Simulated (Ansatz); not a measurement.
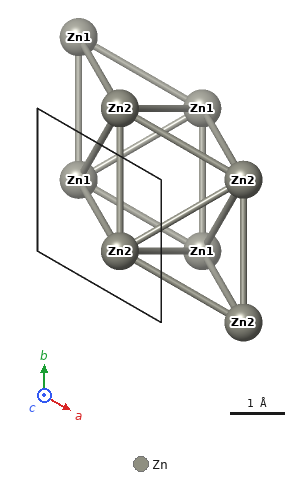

A crystal of Zn (P6_3/mmc): the cell is strained equally along x and y and separately along z, with the atoms kept at their fractional coordinates. x, y and z are the Cartesian axes of the input. The picture shows the reference cell. The picture is a ball-and-stick view of the cell of the calculation, repeated 2 × 2 × 1 with one cell outlined, seen along the c axis.

Level of theory: DFT PBE, scalar-relativistic, plane waves, PAW in Ansatz 0.2.0. (plane-wave cutoff 420 eV; k-point mesh 24 × 24 × 10; occupations gaussian; smearing width 0.15 eV; no spin polarisation). Energies (free energies at the smearing named) are counted from the cell as listed in its source, which wasn't relaxed.

Input
```yaml
crystal:
  lattice:
    - [2.6647980532, 0.0, 0.0]
    - [-1.3323990266, 2.30778281, 0.0]
    - [0.0, 0.0, 4.9467]
  atoms:
    - { symbol: Zn, position: [0.3333333333, 0.6666666667, 0.25] }
    - { symbol: Zn, position: [0.6666666667, 0.3333333333, 0.75] }
basis:
  ecutwfc: 420
kpoints:
  mp_grid: { grid: [24, 24, 10] }
hamiltonian:
  xc: pbe
scf:
  occupations: { method: gaussian, width: 0.15 }
output:
  forces: true
  stress: true
  eigenvalues: true
```

Command:
```bash
ansatz run input.yaml --threads 1 --pin off --max-ram 2560MiB --backend cpu --events-out ev --progress --plain --runs-dir out
```

Q: Predict the energy profile on a grid with rows −0.080, −0.040, 0.000, 0.040, 0.080 and columns −0.080, −0.040, 0.000, 0.040, 0.080 (strain along x and y; strain along z).

A: Rows: strain along x and y; columns: strain along z; values in meV/atom.

|  | −0.080 | −0.040 | 0.000 | 0.040 | 0.080 |
| --- | --- | --- | --- | --- | --- |
| −0.080 | 277.1 | 206.8 | 162.7 | 135.1 | 118.0 |
| −0.040 | 99.1 | 55.5 | 29.2 | 19.0 | 17.7 |
| 0.000 | 23.6 | 7.5 | 0.0 | 1.3 | 11.7 |
| 0.040 | 13.4 | 17.5 | 30.2 | 45.6 | 64.4 |
| 0.080 | 39.7 | 62.0 | 88.3 | 117.9 | 146.9 |

In pairs of (strain along x and y; strain along z): the lowest computed point lies at (0.000, 0.000) (0.0 meV/atom), the highest at (−0.080, −0.080) (277.1 meV/atom). The valley is tilted: raising the in-plane strain is made harder by raising the strain along z (cross term 0.67 of the geometric mean of the two curvatures). Over the ranges scanned the energy rises more along the first axis, the in-plane strain. The pressure runs from −8.9 GPa at (0.080, 0.080) to 34.5 GPa at (−0.080, −0.080).

As a map, interpolated between the computed points (dots):

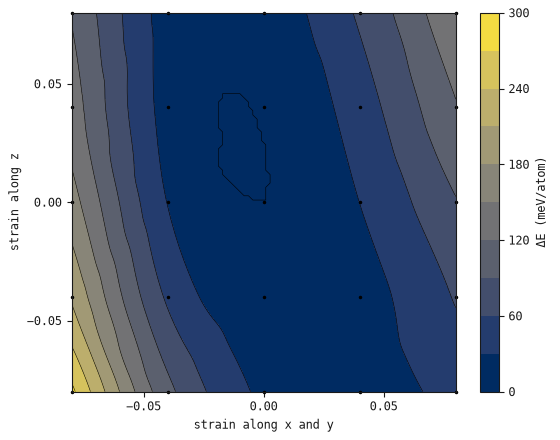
